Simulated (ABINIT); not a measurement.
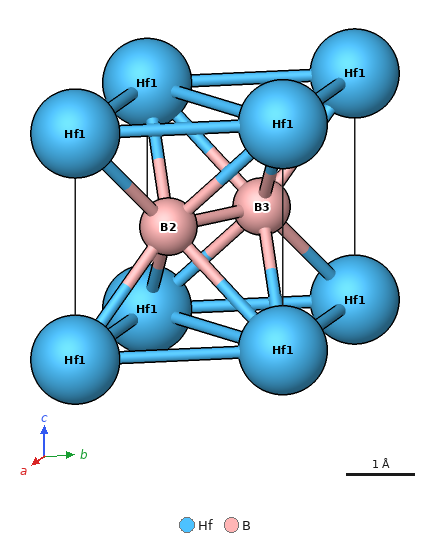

*The structure (ball-and-stick view of the cell of the calculation, seen slightly off an axis; atoms are numbered from 1 in the order of the input). An atom can appear more than once, as a periodic image.*

HfB₂: elastic calculation (part 1 of 3)

The run: elastic calculation of HfB₂ (3 atoms in the cell). Method and program: Kohn-Sham DFT of a periodic cell, PBE, SPMS NC PBE v1.0, no spin polarisation (ABINIT 10.8.3).

The structure derives from an entry of the Crystallography Open Database.

### The input
```
ndtset 2

pp_dirpath "./"
pseudos "72_Hf_12_2.3_3.0_pbe_n_v1.0.psp8, 05_B_3_1.5_1.7_pbe_n_v1.0.psp8"

acell 5.9428551631 5.9428551488 6.5969743369
rprim
     1.0000000000     0.0000000000     0.0000000000
    -0.5000000012     0.8660254031     0.0000000000
     0.0000000000     0.0000000000     1.0000000000
ntypat 2
znucl 72 5
natom 3
typat 1 2 2
chkprim 0
chksymtnons 0
tolsym 1.0e-6
xred
            0.0            0.0            0.0
            2/3            1/3            1/2
            1/3            2/3            1/2

ecut 816.341587 eV
ecutsm 0.5

ngkpt 8 8 6
nshiftk 1
shiftk 0.0 0.0 0.5

ixc 11

nband 17
occopt 3
tsmear 0.00183747

nstep 80

prteig 0
prtebands 0
prtwf 0
prtden 0
prtpot 0

kptopt1 1
tolvrs1 1.0e-15
prtwf1 1
tolwfr1 1.0e-14
nbdbuf1 4
nline1 6

rfphon2 1
rfstrs2 3
rfatpol2 1 3
rfdir2 1 1 1
getwfk2 1
kptopt2 2
nqpt2 1
qpt2 0.0 0.0 0.0
tolvrs2 1.0e-8
```

### File mrgddb.in
```
merged_DDB
HfB2
2
runo_DS1_DDB
runo_DS2_DDB
```

### File anaddb.abi
```
ddb_filepath "merged_DDB"
output_file "anaddb.abo"
outdata_prefix "ana"
asr 1
chneut 0
dipdip 0
dieflag 0
enunit 0
elaflag 5
instrflag 1
eivec 1
nph1l 1
qph1l 0.0 0.0 0.0 1.0
```

Launch command:
```bash
mpirun --bind-to none -np 4 abinit run.abi > log 2>&1
mrgddb < mrgddb.in > mrgddb.log 2>&1
anaddb anaddb.abi > anaddb.log 2>&1
```

### Output
```
.Version 10.8.3 of ABINIT
 DATASET    1 : space group P6/m m m (#191); Bravais hP (primitive hexag.)
================================================================================
 Values of the parameters that define the memory need for DATASET  1.
     intxc =       0    ionmov =       0      iscf =       7    lmnmax =       8
     lnmax =       8     mgfft =      36  mpssoang =       4    mqgrid =    3001
     natom =       3  nloc_mem =       1    nspden =       1   nspinor =       1
    nsppol =       1      nsym =      24    n1xccc =    2501    ntypat =       2
    occopt =       3   xclevel =       2
       mpw =        1612          nfft =       32400          nkpt =          30
================================================================================
================================================================================

 DATASET    2 : space group P6/m m m (#191); Bravais hP (primitive hexag.)
================================================================================
 Values of the parameters that define the memory need for DATASET  2 (RF).
     intxc =       0      iscf =       7    lmnmax =       8     lnmax =       8
     mgfft =      36  mpssoang =       4    mqgrid =    3001     natom =       3
  nloc_mem =       1    nspden =       1   nspinor =       1    nsppol =       1
      nsym =      24    n1xccc =    2501    ntypat =       2    occopt =       3
   xclevel =       2
      nfft =       32400          nkpt =         192
================================================================================
================================================================================

--------------------------------------------------------------------------------
------------- Echo of variables that govern the present computation ------------
--------------------------------------------------------------------------------
 -outvars: echo values of preprocessed input variables --------
            acell      5.9428551631E+00  5.9428551488E+00  6.5969743369E+00 Bohr
              amu      1.78490000E+02  1.08110000E+01
          chkprim           0
      chksymtnons           0
             ecut      3.00000000E+01 Hartree
           ecutsm      5.00000000E-01 Hartree
           getwfk1          0
           getwfk2          1
              ixc          11
           jdtset        1    2
                       outvar_i_n : Printing only first  50 k-points.
           kptopt1          1
           kptopt2          2
         kptrlatt        8    0    0      0    8    0      0    0    6
          kptrlen      3.95818460E+01
            natom           3
            nband1         17
            nband2         17
           nbdbuf1          4
           nbdbuf2          2
           ndtset           2
            ngfft          30      30      36
             nkpt1         30
             nkpt2        192
            nline1          6
            nline2          4
             nqpt1          0
             nqpt2          1
            nstep          80
             nsym          24
           ntypat           2
                       prtocc : prtvol=0, do not print more k-points.
           occopt           3
        optdriver1          0
        optdriver2          1
           prtden           0
        prtebands           0
           prteig           0
            prtwf1          1
            prtwf2          0
           rfphon1          0
           rfphon2          1
           rfstrs1          0
           rfstrs2          3
            rprim      1.0000000000E+00  0.0000000000E+00  0.0000000000E+00
                      -5.0000000120E-01  8.6602540310E-01  0.0000000000E+00
                       0.0000000000E+00  0.0000000000E+00  1.0000000000E+00
           shiftk      0.00000000E+00  0.00000000E+00  5.00000000E-01
          spgroup         191
           tolsym      1.00000000E-06
           tolvrs1     1.00000000E-15
           tolvrs2     1.00000000E-08
           tolwfr1     1.00000000E-14
           tolwfr2     0.00000000E+00
           tsmear      1.83747000E-03 Hartree
            typat      1  2  2
                       outvars : Printing only first  50 k-points.
           xangst      0.0000000000E+00  0.0000000000E+00  0.0000000000E+00
                       1.5724117589E+00  9.0783234940E-01  1.7454842388E+00
                       6.5524032496E-12  1.8156646988E+00  1.7454842388E+00
            xcart      0.0000000000E+00  0.0000000000E+00  0.0000000000E+00
                       2.9714275816E+00  1.7155545086E+00  3.2984871684E+00
                       1.2382247608E-11  3.4311090172E+00  3.2984871684E+00
             xred      0.0000000000E+00  0.0000000000E+00  0.0000000000E+00
                       6.6666666667E-01  3.3333333333E-01  5.0000000000E-01
                       3.3333333333E-01  6.6666666667E-01  5.0000000000E-01
            znucl       72.00000    5.00000

================================================================================

 chkinp: Checking input parameters for consistency, jdtset=   1.

 chkinp: Checking input parameters for consistency, jdtset=   2.

================================================================================
== DATASET  1 ==================================================================

--- !DatasetInfo
iteration_state: {dtset: 1, }
dimensions: {natom: 3, nkpt: 30, mband: 17, nsppol: 1, nspinor: 1, nspden: 1, mpw: 1612, }
cutoff_energies: {ecut:  30.0, pawecutdg:  -1.0, }
electrons: {nelect:   1.80000000E+01, charge:   0.00000000E+00, occopt:   3.00000000E+00, tsmear:   1.83747000E-03, }
meta: {optdriver: 0, ionmov: 0, optcell: 0, iscf: 7, paral_kgb: 0, }
...

 Exchange-correlation functional for the present dataset will be:
  GGA: Perdew-Burke-Ernzerhof functional - ixc=11
  J.P.Perdew, K.Burke, M.Ernzerhof, PRL 77, 3865 (1996)

 Real(R)+Recip(G) space primitive vectors, cartesian coordinates (Bohr,Bohr^-1):
 R(1)=  5.9428552  0.0000000  0.0000000  G(1)=  0.1682693  0.0971503  0.0000000
 R(2)= -2.9714276  5.1466635  0.0000000  G(2)=  0.0000000  0.1943006  0.0000000
 R(3)=  0.0000000  0.0000000  6.5969743  G(3)=  0.0000000  0.0000000  0.1515846
 Unit cell volume ucvol=  2.0177424E+02 bohr^3
 Angles (23,13,12)=  9.00000000E+01  9.00000000E+01  1.20000000E+02 degrees

 getcut: wavevector=  0.0000  0.0000  0.0000  ngfft=  30  30  36
         ecut(hartree)=     30.000   => boxcut(ratio)=   2.04890

--- Pseudopotential description ------------------------------------------------
- pspini: atom type   1  psp file is ./72_Hf_12_2.3_3.0_pbe_n_v1.0.psp8
  72.00000  12.00000    210704                znucl, zion, pspdat
    8   11    3    4       600   0.00000      pspcod,pspxc,lmax,lloc,mmax,r2well
    5.99000000000000    5.40000000000000    0.00000000000000   rchrg,fchrg,qchrg
     nproj     2     2     2     2
     extension_switch     1

- pspini: atom type   2  psp file is ./05_B_3_1.5_1.7_pbe_n_v1.0.psp8
   5.00000   3.00000    210704                znucl, zion, pspdat
    8   11    1    4       600   0.00000      pspcod,pspxc,lmax,lloc,mmax,r2well
    5.99000000000000    2.90000000000000    0.00000000000000   rchrg,fchrg,qchrg
     nproj     2     2
     extension_switch     1

   7.96580990E+02                                ecore*ucvol(ha*bohr**3)
--------------------------------------------------------------------------------

================================================================================

--- !BeginCycle
iteration_state: {dtset: 1, }
solver: {iscf: 7, nstep: 80, nline: 6, wfoptalg: 0, }
tolerances: {tolwfr: 1.00E-14, tolvrs: 1.00E-15, }
...

     iter   Etot(hartree)      deltaE(h)  residm     vres2
 ETOT  1  -62.382659924467    -6.238E+01 2.289E-02 3.779E+02
 ETOT  2  -62.454970554115    -7.231E-02 4.391E-05 9.375E+01
 ETOT  3  -62.472660535737    -1.769E-02 4.758E-04 4.693E-02
 ETOT  4  -62.472679518305    -1.898E-05 1.072E-06 3.160E-04
 ETOT  5  -62.472679585062    -6.676E-08 4.813E-09 1.254E-05
 ETOT  6  -62.472679588175    -3.114E-09 1.788E-10 1.298E-07
 ETOT  7  -62.472679588196    -2.080E-11 6.859E-13 1.183E-09
 ETOT  8  -62.472679588196    -3.766E-13 1.107E-14 1.262E-11
 ETOT  9  -62.472679588196     2.416E-13 9.998E-15 2.447E-13
 ETOT 10  -62.472679588197    -6.608E-13 9.957E-15 6.460E-15
 ETOT 11  -62.472679588196     3.979E-13 9.987E-15 5.383E-17

 At SCF step   11  max residual=  9.99E-15 < tolwfr=  1.00E-14 AND vres2   =  5.38E-17 < tolvrs=  1.00E-15 =>converged.

 Cartesian components of stress tensor (hartree/bohr^3)
  sigma(1 1)= -7.51813168E-06  sigma(3 2)=  0.00000000E+00
  sigma(2 2)= -7.51800664E-06  sigma(3 1)=  0.00000000E+00
  sigma(3 3)=  1.64962885E-05  sigma(2 1)= -7.05790642E-14

--- !ResultsGS
iteration_state: {dtset: 1, }
comment   : Summary of ground state results
lattice_vectors:
- [  5.9428552,   0.0000000,   0.0000000, ]
- [ -2.9714276,   5.1466635,   0.0000000, ]
- [  0.0000000,   0.0000000,   6.5969743, ]
lattice_lengths: [   5.94286,    5.94286,    6.59697, ]
lattice_angles: [ 90.000,  90.000, 120.000, ] # degrees, (23, 13, 12)
lattice_volume:   2.0177424E+02
convergence: {deltae:  3.979E-13, res2:  5.383E-17, residm:  9.987E-15, diffor: null, }
etotal    :  -6.24726796E+01
entropy   :   0.00000000E+00
fermie    :   3.78289723E-01
cartesian_stress_tensor: # hartree/bohr^3
- [ -7.51813168E-06,  -7.05790642E-14,   0.00000000E+00, ]
- [ -7.05790642E-14,  -7.51800664E-06,   0.00000000E+00, ]
- [  0.00000000E+00,   0.00000000E+00,   1.64962885E-05, ]
pressure_GPa:  -1.4320E-02
xred      :
- [  0.0000E+00,   0.0000E+00,   0.0000E+00, Hf]
- [  6.6667E-01,   3.3333E-01,   5.0000E-01,  B]
- [  3.3333E-01,   6.6667E-01,   5.0000E-01,  B]
cartesian_forces: # hartree/bohr
- [  9.66590915E-28,  -1.67418458E-27,  -0.00000000E+00, ]
- [ -4.83295457E-28,   8.37092290E-28,  -0.00000000E+00, ]
- [ -4.83295457E-28,   8.37092290E-28,  -0.00000000E+00, ]
force_length_stats: {min:   9.66590917E-28, max:   1.93318183E-27, mean:   1.28878789E-27, }
...

 Integrated electronic density in atomic spheres:
 ------------------------------------------------
 Atom  Sphere_radius  Integrated_density
    1        2.00000          8.47705617
    2        2.00000          2.69402119
    3        2.00000          2.69402119
================================================================================

 ----iterations are completed or convergence reached----

 Mean square residual over all n,k,spin=   38.613E-16; max=  99.873E-16
 reduced coordinates (array xred) for    3 atoms
       0.000000000000      0.000000000000      0.000000000000
       0.666666666667      0.333333333333      0.500000000000
       0.333333333333      0.666666666667      0.500000000000
 rms dE/dt=  9.0826E-27; max dE/dt=  8.6165E-27; dE/dt below (all hartree)
    1       0.000000000000      0.000000000000      0.000000000000
    2       0.000000000000     -0.000000000000      0.000000000000
    3       0.000000000000     -0.000000000000      0.000000000000

 cartesian coordinates (angstrom) at end:
    1      0.00000000000000     0.00000000000000     0.00000000000000
    2      1.57241175894141     0.90783234939791     1.74548423881555
    3      0.00000000000655     1.81566469879582     1.74548423881555

 cartesian forces (hartree/bohr) at end:
    1      0.00000000000000    -0.00000000000000    -0.00000000000000
    2     -0.00000000000000     0.00000000000000    -0.00000000000000
    3     -0.00000000000000     0.00000000000000    -0.00000000000000
 frms,max,avg= 7.8921818E-28 1.6741846E-27   0.000E+00  0.000E+00  0.000E+00 h/b

 cartesian forces (eV/Angstrom) at end:
    1      0.00000000000000    -0.00000000000000    -0.00000000000000
    2     -0.00000000000000     0.00000000000000    -0.00000000000000
    3     -0.00000000000000     0.00000000000000    -0.00000000000000
 frms,max,avg= 4.0583230E-26 8.6090033E-26   0.000E+00  0.000E+00  0.000E+00 e/A
 length scales=  5.942855163100  5.942855148800  6.596974336900 bohr
              =  3.144823517876  3.144823510309  3.490968477631 angstroms
 Fermi (or HOMO) energy (hartree) =   0.37829   Average Vxc (hartree)=  -0.47416
 Eigenvalues (hartree) for nkpt=  30  k points:
 kpt#   1, nband= 17, wtk=  0.00521, kpt=  0.0000  0.0000  0.0833 (reduced coord)
  -1.88999   -0.74668   -0.72782   -0.72782   -0.12122    0.23347    0.27548    0.27548
   0.31059    0.49593    0.49593    0.53975    0.53975    0.56270    0.59849    0.59849
   0.66115
      occupation numbers for kpt#   1
   2.00000    2.00000    2.00000    2.00000    2.00000    2.00000    2.00000    2.00000
   2.00000    0.00000    0.00000    0.00000    0.00000    0.00000    0.00000    0.00000
   0.00000
 prteigrs : prtvol=0 or 1, do not print more k-points.

--- !EnergyTerms
iteration_state     : {dtset: 1, }
comment             : Components of total free energy in Hartree
kinetic             :  1.87685386862313E+01
hartree             :  7.00999372825038E+00
xc                  : -1.64309653866066E+01
Ewald energy        : -4.87482707141019E+01
psp_core            :  3.94788252545396E+00
local_psp           : -2.08424838068821E+01
non_local_psp       : -6.17724817754524E+00
internal            : -6.24725531452002E+01
'-kT*entropy'       : -1.26442996130534E-04
total_energy        : -6.24726795881963E+01
total_energy_eV     : -1.69996821409582E+03
band_energy         : -6.52547559831332E+00
...

 Cartesian components of stress tensor (hartree/bohr^3)
  sigma(1 1)= -7.51813168E-06  sigma(3 2)=  0.00000000E+00
  sigma(2 2)= -7.51800664E-06  sigma(3 1)=  0.00000000E+00
  sigma(3 3)=  1.64962885E-05  sigma(2 1)= -7.05790642E-14

-Cartesian components of stress tensor (GPa)         [Pressure= -1.4320E-02 GPa]
- sigma(1 1)= -2.21191071E-01  sigma(3 2)=  0.00000000E+00
- sigma(2 2)= -2.21187392E-01  sigma(3 1)=  0.00000000E+00
- sigma(3 3)=  4.85337563E-01  sigma(2 1)= -2.07650776E-09

================================================================================
== DATASET  2 ==================================================================

--- !DatasetInfo
iteration_state: {dtset: 2, }
dimensions: {natom: 3, nkpt: 192, mband: 17, nsppol: 1, nspinor: 1, nspden: 1, mpw: 1612, }
cutoff_energies: {ecut:  30.0, pawecutdg:  -1.0, }
electrons: {nelect:   1.80000000E+01, charge:   0.00000000E+00, occopt:   3.00000000E+00, tsmear:   1.83747000E-03, }
meta: {optdriver: 1, rfphon: 1, rfstrs: 3, }
...

 mkfilename : getwfk/=0, take file _WFK from output of DATASET   1.

 Exchange-correlation functional for the present dataset will be:
  GGA: Perdew-Burke-Ernzerhof functional - ixc=11
  J.P.Perdew, K.Burke, M.Ernzerhof, PRL 77, 3865 (1996)

 Real(R)+Recip(G) space primitive vectors, cartesian coordinates (Bohr,Bohr^-1):
 R(1)=  5.9428552  0.0000000  0.0000000  G(1)=  0.1682693  0.0971503  0.0000000
 R(2)= -2.9714276  5.1466635  0.0000000  G(2)=  0.0000000  0.1943006  0.0000000
 R(3)=  0.0000000  0.0000000  6.5969743  G(3)=  0.0000000  0.0000000  0.1515846
 Unit cell volume ucvol=  2.0177424E+02 bohr^3
 Angles (23,13,12)=  9.00000000E+01  9.00000000E+01  1.20000000E+02 degrees
 setup1 : take into account q-point for computing boxcut.

 getcut: wavevector=  0.0000  0.0000  0.0000  ngfft=  30  30  36
         ecut(hartree)=     30.000   => boxcut(ratio)=   2.04890
--------------------------------------------------------------------------------

 symkchk : k-point set has full space-group symmetry.

 ==>  initialize data related to q vector <==

 The list of irreducible perturbations for this q vector is:
    1)    idir= 1    ipert=   1
    2)    idir= 3    ipert=   1
    3)    idir= 1    ipert=   2
    4)    idir= 3    ipert=   2
    5)    idir= 1    ipert=   6
    6)    idir= 2    ipert=   6
    7)    idir= 3    ipert=   6
    8)    idir= 1    ipert=   7
    9)    idir= 2    ipert=   7
   10)    idir= 3    ipert=   7

================================================================================

 The perturbation idir=   2  ipert=   1 is
 symmetric of a previously calculated perturbation.
 So, its SCF calculation is not needed.

 The perturbation idir=   2  ipert=   2 is
 symmetric of a previously calculated perturbation.
 So, its SCF calculation is not needed.

 The perturbation idir=   1  ipert=   3 is
 symmetric of a previously calculated perturbation.
 So, its SCF calculation is not needed.

 The perturbation idir=   2  ipert=   3 is
 symmetric of a previously calculated perturbation.
 So, its SCF calculation is not needed.

 The perturbation idir=   3  ipert=   3 is
 symmetric of a previously calculated perturbation.
 So, its SCF calculation is not needed.
```
